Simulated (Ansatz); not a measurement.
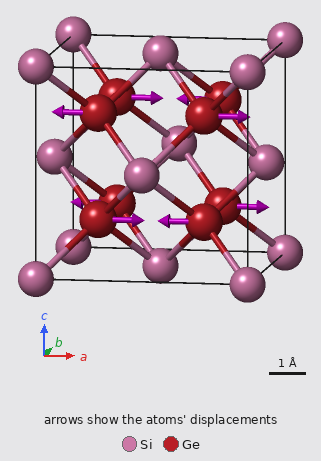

Normal modes of a crystal of SiGe₂ (a generated structure) at a fixed volume, space group Fm-3m (No. 225), at the zone centre. The optical levels lie at 138 (×3), 232 (×3) cm⁻¹. One mode is drawn. Displacements are drawn as purple arrows; their common scale and sign are arbitrary. A ball-and-stick model of the conventional cell (4 times the calculation's cell), seen slightly off an axis. Lengths and directions refer to the drawn axes.

All numbers below come from Ansatz 0.2.0, DFT LDA, scalar-relativistic, plane waves, PAW. Set-up: plane-wave cutoff 420 eV; k-point mesh 12 × 12 × 12; occupations fermi dirac; smearing width 0.15 eV; no spin polarisation.

The frequencies depend somewhat on the k-mesh and the smearing.

Which of these frequencies is the drawn mode's?

Answer. The level at 138 cm⁻¹. This is the T₂g mode (triply degenerate; one member of the set is drawn), the lowest optical level, Raman-active by symmetry. The Si atoms stay at rest; all motion is along a; atoms of one kind move against one another, with no net shift of their sublattice.
